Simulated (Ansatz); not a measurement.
## Run report: Ag12I, geometry relaxation (part 1 of 2)

The run: geometry relaxation of Ag12I (slab, 13 atoms in the cell). Method and program: DFT PBE+D3(BJ), scalar-relativistic, plane waves, PAW, no spin polarisation (Ansatz 0.2.0).

The structure derives from an entry of the Crystallography Open Database. The input holds or restrains some coordinates. Forces given for the steps count only the free coordinates. Figures and captions count atoms from 1; the log counts them from 0 in places.

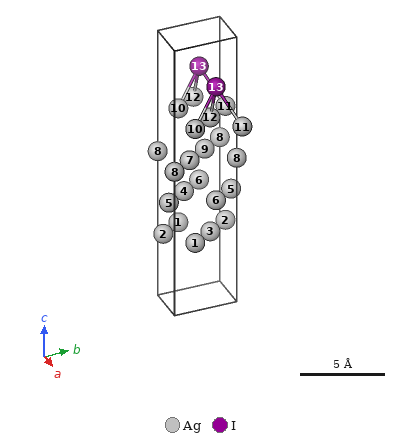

The input geometry (ball-and-stick view of the cell of the calculation, with the vacuum cut short, seen slightly off an axis; atoms are numbered from 1 in the order of the input). An atom can appear more than once, as a periodic image.

Summary:

- outcome: converged under the restraints of the input
- electrons treated: 245
- free energy: −98604.5130 eV
- work function, top face: 4.96 eV
- work function, bottom face: 4.39 eV
- Fermi energy: 4.121 eV
- gap on the k-point mesh: none (metallic)
- final volume: 561.60 Å³
- work function (upper face): 4.96 eV
- largest force (length of the vector) at the end, held atoms and coordinates included: 0.115 eV/Å
- hardware: 4 threads of Intel Xeon (Sapphire Rapids), 64 GiB of memory available, shared host
- wall time: 40 s (CPU time 2.6 min)
- peak memory: 2 GiB

Notes:

Warnings of the run: the exchange-correlation potential is rough where the density is thin. The cell holds an odd number of electrons but the run has no spin polarisation, so a band is left half filled.

The input:
```yaml
crystal:
  lattice:
    - [4.9888483875, 0.0, 0.0]
    - [-2.4944241938, 4.3204694392, 0.0]
    - [0.0, 0.0, 26.0552970503]
  atoms:
    - { symbol: Ag, position: [0.0, 0.3333333333, 0.3262292494] }
    - { symbol: Ag, position: [0.3333333333, 0.0, 0.3262292494] }
    - { symbol: Ag, position: [0.6666666667, 0.6666666667, 0.3262292494] }
    - { symbol: Ag, position: [0.3333333333, 0.3333333333, 0.4164898087] }
    - { symbol: Ag, position: [0.6666666667, 0.0, 0.4164898087] }
    - { symbol: Ag, position: [0.0, 0.6666666667, 0.4164898087] }
    - { symbol: Ag, position: [0.6666666667, 0.3333333333, 0.5061894409] }
    - { symbol: Ag, position: [0.0, 0.0, 0.5061894409] }
    - { symbol: Ag, position: [0.3333333333, 0.6666666667, 0.5061894409] }
    - { symbol: Ag, position: [0.0, 0.3333333333, 0.5967823538] }
    - { symbol: Ag, position: [0.3333333333, 0.0, 0.5967823538] }
    - { symbol: Ag, position: [0.6666666667, 0.6666666667, 0.5967823538] }
    - { symbol: I, position: [0.0, 0.6666666667, 0.6858237489] }
basis:
  ecutwfc: 420
kpoints:
  mp_grid: { grid: [6, 6, 1] }
hamiltonian:
  xc: pbe
  dispersion: d3bj
scf:
  occupations: { method: gaussian, width: 0.1 }
output:
  forces: true
  eigenvalues: true
  write_density: true
  write_potential: true
  elf: true
  volumetric_format: npy
relax:
  adjacent_minimum: "off"
  f_tol: 0.03
  max_steps: 70
  constraints: [{ sites: [0, 1, 2, 3, 4, 5] }]
efield:
  axis: 3
  dipole_correction: true
```

Launch command:
```bash
ansatz run input.yaml --threads 4 --pin off --max-ram 10240MiB --backend cpu --events-out ev --progress --plain --runs-dir out
```

The program's output:
```
Engine: ansatz 0.2.0, x86_64-unknown-linux-gnu
Pseudopotentials: kind: paw
Pseudopotential: Ag, paw, valence charge 19, recommended cutoff 420 eV (normal), Ag.paw.azcp
Pseudopotential: I, paw, valence charge 17, recommended cutoff 420 eV (normal), I.paw.azcp
Functional definition: PBE
  parameter kappa = 0.804
  parameter beta = 0.06672455060314922
  exchange = pbe_x(kappa = kappa, mu = beta*pi^2/3)
  correlation = pbe_c(beta = beta)
Crystal: 13 atoms, lattice volume = 561.600 Å³
Basis set: ecut = 420 eV, 11013 PW (Γ), exchange–correlation on 72×72×360 points (8 copies of the dense FFT grid, shifted against one another)
Bands: 147, of which v1, the nominal top of the filled ones, is band 123 counted from 1 (122 counted from 0)
Symmetry: 6 space group operations
Space group: P31m (ITA 157), of the structure as read, at distance tolerance 8.3e-5 Å
k-points: 7 of 36 (time reversal used)
Non-local potential: Ag, projectors of the file, l = 0: 3, l = 1: 2, l = 2: 2, l = 3: 1
Non-local potential: I, projectors of the file, l = 0: 2, l = 1: 2, l = 2: 2, l = 3: 2
PAW form: soft (Blöchl's): semilocal exchange-correlation on the pseudo side does not see the compensation charge
PAW one-centre angular grid: Ag, 590 points (default); XC on 64 Gauss nodes
PAW one-centre angular grid: I, 590 points (default); XC on 64 Gauss nodes
Initial density: superposition of atomic densities (neutral atoms: chi_scale 0, normalization atom), corrected by the library's trained network
Initial wavefunctions: pseudopotential atomic-orbital guess
Functional: x = pbe(κ = 0.804, μ = 0.2195149727645171), c = pbe(β = 0.06672455060314922)
SCF iter   1: F=—  HF=-98604.501149 eV  |F-HF|=—  |Δ(HF+E_count)|=         —  Δρ=1.88e-3  dr2=2.92e-1  ethr=1.77e-3  p=-0.097 e·Å  D=-3.12e-2 V/Å  ΔV_dip=0.81 eV  dr2_dipole=1.17e-1  V_vac-E_F(+/−)=5.21/4.40 eV  ⟨swp⟩=7.1  Hψ=4200  notcnv=0  defer=57
efield: sawtooth ramp at fractional position 0.9560 (placed from the atoms, in the widest stretch of the axis that holds none; the zero of the levels goes with the place), width 0.1000; the density the first Hamiltonian is built on has a dipole p = -0.097 e·Å; the dipole correction subtracts the counter field D = -3.12e-2 V/Å, which shifts the + side's vacuum level by +0.81 eV against the − side's; the planar-averaged density in the ramp window peaks in size at 9.3e-6 e/Å³
preconditioner: auto → LDOS  [insulator: Δε(μ)=0.147 eV  Ē_g=9.462 eV  σ=0.100 eV  W_gap=0.53  n_scr=108 (ndim 8)  ℏωp=18.5 eV  f_vac=0.550  D(μ)=2.16/eV (n_scr^D=6)  ε∞_Penn≈4.8  β→1.0]
SCF iter   2: F=—  HF=-98604.507952 eV  |F-HF|=—  |Δ(HF+E_count)|=   6.80e-3  Δρ=2.19e-3  dr2=1.18e-1  ethr=1.19e-4  p=-0.056 e·Å  D=-1.81e-2 V/Å  ΔV_dip=0.47 eV  dr2_dipole=2.30e-2  V_vac-E_F(+/−)=4.86/4.39 eV  ⟨swp⟩=2.1  Hψ=1635  notcnv=0  defer=105
SCF iter   3: F=—  HF=-98604.494985 eV  |F-HF|=—  |Δ(HF+E_count)|=   1.30e-2  Δρ=3.59e-4  dr2=1.30e-3  ethr=4.82e-5  p=-0.060 e·Å  D=-1.92e-2 V/Å  ΔV_dip=0.50 eV  dr2_dipole=3.99e-4  V_vac-E_F(+/−)=4.91/4.41 eV  ⟨swp⟩=2.1  Hψ=1312  notcnv=0  defer=105
SCF iter   4: F=—  HF=-98604.494732 eV  |F-HF|=—  |Δ(HF+E_count)|=   2.53e-4  Δρ=1.56e-4  dr2=2.11e-4  ethr=5.31e-7  p=-0.063 e·Å  D=-2.04e-2 V/Å  ΔV_dip=0.53 eV  dr2_dipole=1.06e-5  V_vac-E_F(+/−)=4.93/4.40 eV  ⟨swp⟩=2.7  Hψ=1896  notcnv=0  defer=101
SCF iter   5: F=—  HF=-98604.494746 eV  |F-HF|=—  |Δ(HF+E_count)|=   1.48e-5  Δρ=6.12e-5  dr2=2.79e-5  ethr=8.62e-8  p=-0.063 e·Å  D=-2.04e-2 V/Å  ΔV_dip=0.53 eV  dr2_dipole=5.31e-6  V_vac-E_F(+/−)=4.93/4.40 eV  ⟨swp⟩=2.1  Hψ=1498  notcnv=0  defer=93
SCF iter   6: F=-98604.494742 eV  HF=-98604.494748 eV  |F-HF|=5.68e-6  |Δ(HF+E_count)|=   1.44e-6  Δρ=2.30e-5  dr2=5.71e-6  ethr=9.18e-9  p=-0.064 e·Å  D=-2.06e-2 V/Å  ΔV_dip=0.54 eV  dr2_dipole=2.64e-6  V_vac-E_F(+/−)=4.93/4.39 eV  ⟨swp⟩=20.6  Hψ=11315  notcnv=0
SCF 1 converged in 6 iterations: F = -98604.494742 eV  dr2 = 5.71e-6
  greatest PAW one-centre occupation: 1.000 electrons in one spin orbital (limit 2), on the Ag atom at site 8 (counted from 0), in its partial waves of l = 0
relax step   1: F+E_penalty+E_count = -98604.49474211 eV  Δ(F+E_penalty+E_count) = +0.000e0 eV  max|allowed force component| = 2.755e-1 eV/Å  Δτ_max = 0.0000 Å  (6 SCF iters, dr2 threshold 2.25e-5 eV, accepted)
Initial density: handed on by an earlier stage of this run
Initial wavefunctions: those handed on with the density
iter 1 solved again at ethr=2.47e-6 eV; its pass at ethr=3.10e-3 eV (dr2=6.05e-3 eV) is discarded
SCF iter   1: F=—  HF=-98604.507320 eV  |F-HF|=—  |Δ(HF+E_count)|=         —  Δρ=1.15e-3  dr2=5.71e-3  ethr=2.47e-6  p=-0.064 e·Å  D=-2.06e-2 V/Å  ΔV_dip=0.54 eV  dr2_dipole=7.22e-4  V_vac-E_F(+/−)=4.93/4.39 eV  ⟨swp⟩=3.0  Hψ=3642  notcnv=0  defer=126
efield: sawtooth ramp at fractional position 0.9560 (handed on by an earlier solve), width 0.1000; the density the first Hamiltonian is built on has a dipole p = -0.064 e·Å; the dipole correction subtracts the counter field D = -2.06e-2 V/Å, which shifts the + side's vacuum level by +0.54 eV against the − side's; the planar-averaged density in the ramp window peaks in size at 3.2e-6 e/Å³
preconditioner: auto → LDOS  [metal: Δε(μ)=0.116 eV  Ē_g=9.416 eV  σ=0.100 eV  W_gap=0.46  n_scr=108 (ndim 8)  ℏωp=18.5 eV  f_vac=0.552  D(μ)=2.41/eV (n_scr^D=6)  β→1.0]
SCF iter   2: F=—  HF=-98604.507972 eV  |F-HF|=—  |Δ(HF+E_count)|=   6.52e-4  Δρ=6.34e-4  dr2=4.38e-3  ethr=2.33e-6  p=-0.070 e·Å  D=-2.25e-2 V/Å  ΔV_dip=0.58 eV  dr2_dipole=4.82e-5  V_vac-E_F(+/−)=4.98/4.39 eV  ⟨swp⟩=2.0  Hψ=1632  notcnv=0  defer=126
SCF iter   3: F=—  HF=-98604.506631 eV  |F-HF|=—  |Δ(HF+E_count)|=   1.34e-3  Δρ=2.05e-4  dr2=4.82e-4  ethr=1.79e-6  p=-0.070 e·Å  D=-2.24e-2 V/Å  ΔV_dip=0.58 eV  dr2_dipole=4.99e-6  V_vac-E_F(+/−)=4.97/4.39 eV  ⟨swp⟩=2.0  Hψ=1549  notcnv=0  defer=126
SCF iter   4: F=—  HF=-98604.506514 eV  |F-HF|=—  |Δ(HF+E_count)|=   1.17e-4  Δρ=4.39e-5  dr2=9.55e-6  ethr=1.97e-7  p=-0.069 e·Å  D=-2.21e-2 V/Å  ΔV_dip=0.58 eV  dr2_dipole=4.27e-7  V_vac-E_F(+/−)=4.97/4.39 eV  ⟨swp⟩=2.0  Hψ=1425  notcnv=0  defer=126
SCF iter   5: F=-98604.506512 eV  HF=-98604.506512 eV  |F-HF|=9.90e-8  |Δ(HF+E_count)|=   1.28e-6  Δρ=1.16e-5  dr2=7.24e-7  ethr=1.94e-9  p=-0.069 e·Å  D=-2.22e-2 V/Å  ΔV_dip=0.58 eV  dr2_dipole=1.27e-9  V_vac-E_F(+/−)=4.97/4.39 eV  ⟨swp⟩=18.9  Hψ=9187  notcnv=0
SCF 2 converged in 5 iterations: F = -98604.506512 eV  dr2 = 7.24e-7
  Residual-converged pass: ⟨swp⟩=1.1  Hψ=1058  notcnv=0  max |occ|·‖R‖ = 6.9e-9 eV (tolerance 1.0e-8 eV)  dr2=7.24e-7  dr2_onsite=5.64e-8  max |Δocc| = 4.0e-11
relax step   2: F+E_penalty+E_count = -98604.50651216 eV  Δ(F+E_penalty+E_count) = -1.177e-2 eV  max|allowed force component| = 1.213e-1 eV/Å  Δτ_max = 0.0587 Å  (5 SCF iters, dr2 threshold 4.74e-6 eV, accepted)
SCF iter   1: F=—  HF=-98604.513337 eV  |F-HF|=—  |Δ(HF+E_count)|=         —  Δρ=4.62e-4  dr2=7.70e-4  ethr=3.44e-6  p=-0.069 e·Å  D=-2.22e-2 V/Å  ΔV_dip=0.58 eV  dr2_dipole=2.64e-5  V_vac-E_F(+/−)=4.97/4.39 eV  ⟨swp⟩=3.1  Hψ=2418  notcnv=0  defer=126
efield: sawtooth ramp at fractional position 0.9560 (handed on by an earlier solve), width 0.1000; the density the first Hamiltonian is built on has a dipole p = -0.069 e·Å; the dipole correction subtracts the counter field D = -2.22e-2 V/Å, which shifts the + side's vacuum level by +0.58 eV against the − side's; the planar-averaged density in the ramp window peaks in size at 3.1e-6 e/Å³
preconditioner: auto → LDOS  [metal: Δε(μ)=0.118 eV  Ē_g=9.418 eV  σ=0.100 eV  W_gap=0.46  n_scr=108 (ndim 8)  ℏωp=18.5 eV  f_vac=0.551  D(μ)=2.41/eV (n_scr^D=6)  β→1.0]
SCF iter   2: F=—  HF=-98604.513188 eV  |F-HF|=—  |Δ(HF+E_count)|=   1.50e-4  Δρ=3.01e-4  dr2=8.55e-4  ethr=3.14e-7  p=-0.068 e·Å  D=-2.19e-2 V/Å  ΔV_dip=0.57 eV  dr2_dipole=1.76e-5  V_vac-E_F(+/−)=4.96/4.39 eV  ⟨swp⟩=2.3  Hψ=1940  notcnv=0  defer=126
SCF iter   3: F=—  HF=-98604.512988 eV  |F-HF|=—  |Δ(HF+E_count)|=   2.00e-4  Δρ=1.06e-4  dr2=1.23e-4  ethr=3.14e-7  p=-0.068 e·Å  D=-2.18e-2 V/Å  ΔV_dip=0.57 eV  dr2_dipole=6.46e-6  V_vac-E_F(+/−)=4.96/4.39 eV  ⟨swp⟩=2.1  Hψ=1632  notcnv=0  defer=126
SCF iter   4: F=—  HF=-98604.512956 eV  |F-HF|=—  |Δ(HF+E_count)|=   3.13e-5  Δρ=1.88e-5  dr2=2.60e-6  ethr=5.00e-8  p=-0.068 e·Å  D=-2.19e-2 V/Å  ΔV_dip=0.57 eV  dr2_dipole=8.78e-8  V_vac-E_F(+/−)=4.96/4.39 eV  ⟨swp⟩=2.7  Hψ=1430  notcnv=0  defer=126
SCF iter   5: F=-98604.512955 eV  HF=-98604.512956 eV  |F-HF|=1.69e-7  |Δ(HF+E_count)|=   7.32e-7  Δρ=5.88e-6  dr2=2.38e-7  ethr=3.76e-10  p=-0.068 e·Å  D=-2.19e-2 V/Å  ΔV_dip=0.57 eV  dr2_dipole=4.20e-9  V_vac-E_F(+/−)=4.96/4.39 eV  ⟨swp⟩=18.9  Hψ=9042  notcnv=0
SCF 3 converged in 5 iterations: F = -98604.512955 eV  dr2 = 2.38e-7
relax step   3: F+E_penalty+E_count = -98604.51295546 eV  Δ(F+E_penalty+E_count) = -6.443e-3 eV  max|allowed force component| = 7.656e-3 eV/Å  Δτ_max = 0.0208 Å  (5 SCF iters, dr2 threshold 9.20e-7 eV, accepted)
iter 1 solved again at ethr=9.73e-11 eV; its pass at ethr=3.10e-3 eV (dr2=2.38e-7 eV) is discarded
SCF iter   1: F=—  HF=-98604.512964 eV  |F-HF|=—  |Δ(HF+E_count)|=         —  Δρ=5.90e-6  dr2=2.38e-7  ethr=9.73e-11  p=-0.068 e·Å  D=-2.19e-2 V/Å  ΔV_dip=0.57 eV  dr2_dipole=3.95e-9  V_vac-E_F(+/−)=4.96/4.39 eV  ⟨swp⟩=1.0  Hψ=2436  notcnv=0
efield: sawtooth ramp at fractional position 0.9560 (handed on by an earlier solve), width 0.1000; the density the first Hamiltonian is built on has a dipole p = -0.068 e·Å; the dipole correction subtracts the counter field D = -2.19e-2 V/Å, which shifts the + side's vacuum level by +0.57 eV against the − side's; the planar-averaged density in the ramp window peaks in size at 3.1e-6 e/Å³
preconditioner: auto → LDOS  [metal: Δε(μ)=0.117 eV  Ē_g=9.413 eV  σ=0.100 eV  W_gap=0.46  n_scr=108 (ndim 8)  ℏωp=18.5 eV  f_vac=0.551  D(μ)=2.44/eV (n_scr^D=6)  β→1.0]
SCF iter   2: F=—  HF=-98604.512956 eV  |F-HF|=—  |Δ(HF+E_count)|=   8.67e-6  Δρ=9.27e-6  dr2=5.87e-7  ethr=9.73e-11  p=-0.068 e·Å  D=-2.19e-2 V/Å  ΔV_dip=0.57 eV  dr2_dipole=2.39e-9  V_vac-E_F(+/−)=4.96/4.39 eV  ⟨swp⟩=2.3  Hψ=1741  notcnv=0
SCF iter   3: F=-98604.512956 eV  HF=-98604.512956 eV  |F-HF|=4.76e-9  |Δ(HF+E_count)|=   1.27e-7  Δρ=7.11e-7  dr2=5.52e-9  ethr=4.08e-11  p=-0.068 e·Å  D=-2.19e-2 V/Å  ΔV_dip=0.57 eV  dr2_dipole=9.93e-10  V_vac-E_F(+/−)=4.96/4.39 eV  ⟨swp⟩=10.0  Hψ=7354  notcnv=0
SCF 4 converged in 3 iterations: F = -98604.512956 eV  dr2 = 5.52e-9
relax step   4: F+E_penalty+E_count = -98604.51295561 eV  Δ(F+E_penalty+E_count) = -1.565e-7 eV  max|allowed force component| = 7.658e-3 eV/Å  Δτ_max = 0.0000 Å  (3 SCF iters, accepted)
```

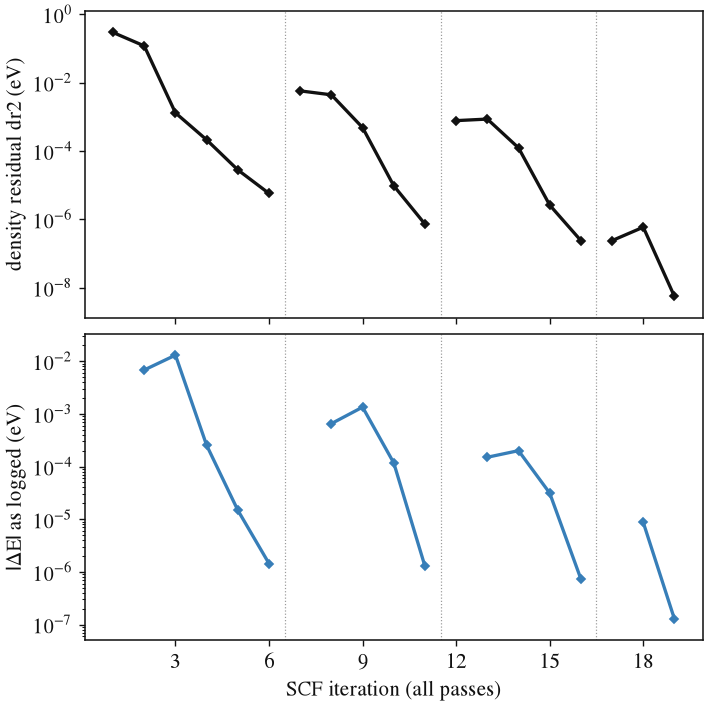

Convergence of the self-consistent field: density residual dr2 and size of the energy change against the SCF iteration. The dotted lines part the SCF passes of the relaxation: geometry steps, rejected trials and re-solves on a re-selected basis. The passes take 6, 5, 5 and 3 iterations.

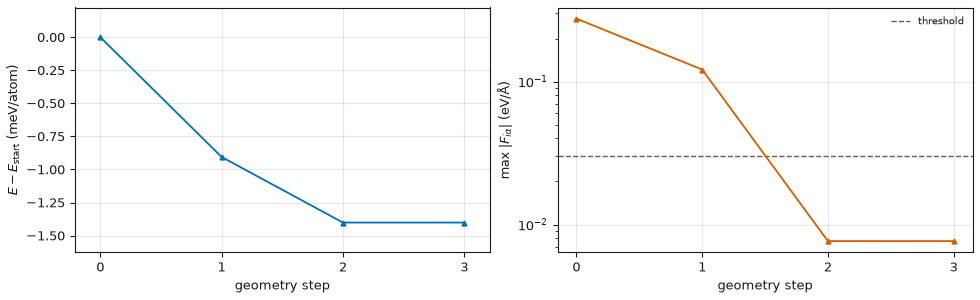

Progress of the restrained relaxation, step by step (the first geometry is step 0 here and step 1 in the log).

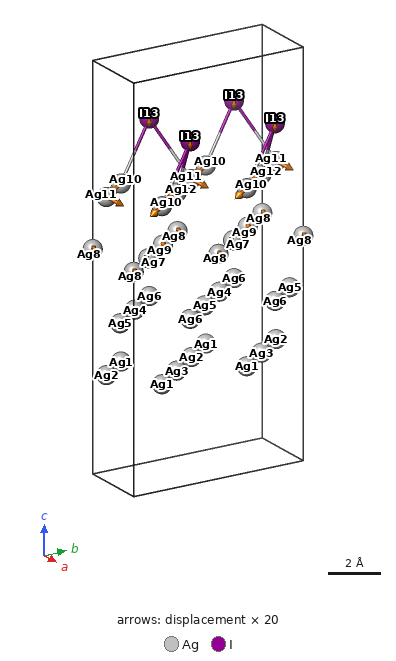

The starting structure with the displacements as orange arrows, magnified 20 times (ball-and-stick view of the 1 × 2 repeat of the cell, with the vacuum cut short, seen slightly off an axis). Over 3 geometry steps the energy falls by 1.4 meV per atom. Largest force component: 0.28 eV/Å at the start, 0.0077 eV/Å at the end. The largest moves, 0.039 Å, are those of Ag10, Ag11 and Ag12. Largest moves by element: Ag 0.039 Å, I 0.017 Å. The cell doesn't change. Among the contacts that change: Ag10–I13 2.854 → 2.875 Å. (Atoms are counted from 1 in the order of the input.)

```
WARN: The output density's exchange-correlation potential varies sharply where the density is thin. Do not read a vacuum level from v_tot or v_xc, or from such a field of the output density. On a cell that repeats whose density bears no net charge and no dipole along the vacuum's axis use v_es (v_loc + v_h of the components); under efield.dipole_correction with no amplitude use v_es + v_field, which holds any external_charges[].barrier, or the levels of the report's work_function block, which leave it out; under a non-zero efield.amplitude the vacuum is tilted and has no level; on a cell that repeats and bears such a dipole with no correction it is tilted too, and efield.dipole_correction with no amplitude gives each side of its ramp a level where efield: is served; in a cell that repeats whose density bears a net charge (total_charge, or a fill off its count) it is curved and has none; of a slab under crystal.periodic whose density bears no net charge use v_es, which has a level on each side, short of where the two are joined; of another it falls or rises all the way out and has none; of a slab beside external_charges read slab_vacuum_level instead, which it has where they leave it neutral. The grid or the basis barely resolves most such structure, and the values can differ between equally converged runs; as a rule a tighter scf.convergence.dr2_threshold does not remove it. Where the density itself ripples (under the LDA too) a higher basis.ecutwfc lessens it. The files hold the spikes' plane waves up to the density's cutoff. Files: v_tot_of_output_density and the like, and their columns of v_z.tsv (output.write_potential); v_xc_of_output_density and the like, and their columns of v_comp_z.tsv (output.write_potential_components). Measured: with its Gaussian average of σ = 0.25 Å subtracted twice, the exchange-correlation potential is over 0.1 eV at 166 of the grid points where the equally averaged density (valence and model cores) is under 1e-3 e/Å³, and 0.257 eV at the most among them, at an averaged density of 9.0e-4 e/Å³. The input density's (outcome.potential() and, of a run that writes arrays, v_tot and v_xc) is over 0.1 eV, so measured, at 162 points of its own thin density, 0.256 eV at the most. See output.write_potential in the manual, Limitations
SCF converged after 3 iterations
Free energy (F): -98604.512956 eV
Harris-Foulkes:  -98604.512956 eV  (|F-HF|=4.76e-9)
Internal energy: -98604.500778 eV  (E = F + TS)
E sigma→0 (E₀):  -98604.506867 eV
Entropy (-TS):   -0.012177 eV (-0.937 meV/atom)
Fermi energy:    4.120506 eV
Dipole field:    D = -0.021939 V/Å  (p = -0.068091 e·Å, saw-weighted, corrected)
Work function:   Φ+ = 4.9610 eV   Φ− = 4.3893 eV
Levels:          The Fermi level and band energies are counted from a zero that moves with the ramp; work functions are not
--- Per-component energies (eV) ---
  E_band       = -6213.945572
  E_kinetic    = 6520.256927
  E_local      = -434733.092780  (includes V_loc(G=0)·N_el)
  E_nonlocal   = 870.479967
  E_hartree    = 214718.261160
  E_xc         = -2345.815764
  E_vxc        = -2946.296896  (∫ρ·V_xc dr)
  E_paw        = -51642.189480  (= ΣΔE_a)
  E_vpaw       = -5357.712969  (= ΣTr[D̂ρ^β])
  E_aug_tail   = 0.003807  (compensation charges beyond the density's cutoff)
  E_efield     = 0.000747  (sawtooth field / dipole correction)
  E_vefield    = -4.085063  (∫n·V_field dr)
  E_ewald      = 168013.565980
  E_disp       = -5.971343  (pairwise vdW)
  E_smearing   = -0.012177  (= −TS)
  E_closure    = 0.000000  (closes the sum)
  Σ components = -98604.512956   (vs F -98604.512956, Δ=0.00e0)
```
